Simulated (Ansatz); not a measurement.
**MnO: single-point calculation (part 1 of 4)**

- system: MnO (P6₃mc, 4 atoms in the cell)
- method: DFT r2SCAN+U, scalar-relativistic, plane waves, PAW, Ueff = 4 eV on Mn atom 1 d; Ueff = 4 eV on Mn atom 2 d, spin-polarised (Ansatz 0.2.0)

The structure derives from an entry of the Crystallography Open Database. It belongs to a series of runs on one base structure; here: random orbitals: pairs, low filling. Figures and captions count atoms from 1; the log counts them from 0 in places.

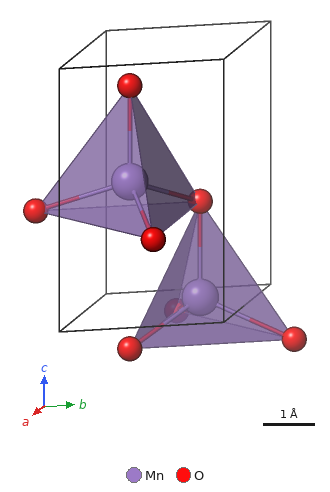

**Figure 1.** The input geometry (polyhedral view of the cell of the calculation, seen slightly off an axis; polyhedra are completed across the faces of the cell).

### The input
```yaml
crystal:
  lattice:
    - [3.37170019, 0.0, 0.0]
    - [-1.68585009, 2.91997802, 0.0]
    - [0.0, 0.0, 5.38549882]
  atoms:
    - { symbol: Mn, position: [0.3333333333, 0.6666666667, 0.01096], spin: 1.0 }
    - { symbol: Mn, position: [0.6666666667, 0.3333333333, 0.51096], spin: 1.0 }
    - { symbol: O, position: [0.3333333333, 0.6666666667, 0.37547] }
    - { symbol: O, position: [0.6666666667, 0.3333333333, 0.87547] }
basis:
  ecutwfc: 500
  ecutrho_ratio: 4
kpoints:
  mp_grid: { grid: [6, 6, 4] }
hamiltonian:
  xc: r2scan
  hubbard:
    sites:
      - { site: 0, l: d, u_eff: 4.0, starting_ns: [{ spin: up, occupation_matrix: s0up }, { spin: down, occupation_matrix: s0down }] }
      - { site: 1, l: d, u_eff: 4.0, starting_ns: [{ spin: up, occupation_matrix: s1up }, { spin: down, occupation_matrix: s1down }] }
    occupation_matrices:
      s0up:
        matrix:
          - [0.25587, 0.0, 0.0, 0.0, 0.41042]
          - [0.0, 0.495, 0.0, -0.475, 0.0]
          - [0.0, 0.0, 0.97, 0.0, 0.0]
          - [0.0, -0.475, 0.0, 0.495, 0.0]
          - [0.41042, 0.0, 0.0, 0.0, 0.73413]
      s0down:
        matrix:
          - [0.495, 0.0, 0.0, 0.0, 0.475]
          - [0.0, 0.495, 0.0, -0.475, 0.0]
          - [0.0, 0.0, 0.02, 0.0, 0.0]
          - [0.0, -0.475, 0.0, 0.495, 0.0]
          - [0.475, 0.0, 0.0, 0.0, 0.495]
      s1up:
        matrix:
          - [0.495, 0.475, 0.0, 0.0, 0.0]
          - [0.475, 0.495, 0.0, 0.0, 0.0]
          - [0.0, 0.0, 0.02, 0.0, 0.0]
          - [0.0, 0.0, 0.0, 0.97, 0.0]
          - [0.0, 0.0, 0.0, 0.0, 0.97]
      s1down:
        matrix:
          - [0.25587, 0.0, 0.0, 0.0, -0.41042]
          - [0.0, 0.495, 0.0, -0.475, 0.0]
          - [0.0, 0.0, 0.02, 0.0, 0.0]
          - [0.0, -0.475, 0.0, 0.495, 0.0]
          - [-0.41042, 0.0, 0.0, 0.0, 0.73413]
    ns_hold: until_converged
scf:
  occupations: { method: gaussian, width: 0.05 }
  lower_state_search: "off"
  max_iter: 150
output:
  forces: true
  stress: true
  eigenvalues: true
  populations: true
  hubbard: { sites: [{ site: 0, l: d }, { site: 1, l: d }] }
magnetization:
  spin_polarized: true
```

Machine: 4 threads of Arm Neoverse V1, 24 GiB of memory available, shared host.

Run as:
```bash
ansatz run input.yaml --threads 4 --pin off --max-ram 6144MiB --backend cpu --events-out ev --progress --plain --runs-dir out
```

### Log
```
Warning: crystal.symmetry: narrowed to the stabiliser of the occupation matrices — unitary ops 12 → 1; lowered by the specified shells (site 0, l: d), (site 1, l: d); largest admitted image defect 4.4e-16, smallest excluded 5.9e-1 — at a splitting's scale: the group the occupation matrices' own texture admits
Mn: projections on atomic orbitals take those of the free atom [Ne] 3s2 3p6 3d5 4s2, of charge +0.00 (hamiltonian.pseudopotentials.projection_atoms); the dataset's partial waves leave at most 9.0e-7 of an orbital's norm unspanned inside its sphere
O: projections on atomic orbitals take those of the free atom [He] 2s2 2p4, of charge +0.00 (hamiltonian.pseudopotentials.projection_atoms); the dataset's partial waves leave at most 1.9e-8 of an orbital's norm unspanned inside its sphere
Engine: ansatz 0.2.0, aarch64-unknown-linux-gnu
Pseudopotentials: kind: paw
Pseudopotential: Mn, paw, valence charge 15, recommended cutoff 500 eV (meta_gga), Mn.paw.azcp
Pseudopotential: O, paw, valence charge 6, recommended cutoff 500 eV (meta_gga), O.paw.azcp
Functional definition: r2SCAN
  parameter k0 = 0.174
  parameter k1 = 0.065
  parameter a1 = 4.9479
  exchange = r2scan_x(k0 = k0, k1 = k1, a1 = a1)
  correlation = r2scan_c
Crystal: 4 atoms, lattice volume = 53.022 Å³
Basis set: ecut = 500 eV, 1363 PW (Γ), exchange–correlation on 100×100×160 points (64 copies of the dense FFT grid, shifted against one another)
Bands: 27, of which v1, the nominal top of the filled ones, is band 21 counted from 1 (20 counted from 0)
Symmetry: 1 space group operations
k-points: 76 of 144 (time reversal used)
Non-local potential: Mn, projectors of the file, l = 0: 3, l = 1: 2, l = 2: 3, l = 3: 1
Non-local potential: O, projectors of the file, l = 0: 2, l = 1: 2, l = 2: 1
PAW form: soft (Blöchl's): semilocal exchange-correlation on the pseudo side does not see the compensation charge
PAW frozen core: Mn, regenerated for the run's functional (the file was generated under x = pbe(κ = 0.804, μ = 0.2195149727645171), c = pbe(β = 0.06672455060314922))
PAW frozen core: O, regenerated for the run's functional (the file was generated under x = pbe(κ = 0.804, μ = 0.2195149727645171), c = pbe(β = 0.06672455060314922))
PAW one-centre angular grid: Mn, 590 points (default); XC on 160 Gauss nodes
PAW one-centre angular grid: O, 302 points (default); XC on 160 Gauss nodes
Initial density: superposition of atomic densities (chi_scale 0.1, normalization cell, long waves kept (reshape's long-wave potential 0.00 eV rms))
Starting moments: Σ|m| = 2 μB on 2 of 4 sites
Initial wavefunctions: pseudopotential atomic-orbital guess
Functional: x = r2scan, c = r2scan; τ floored in thin density (d = 2e-4 eV/Å³)
```
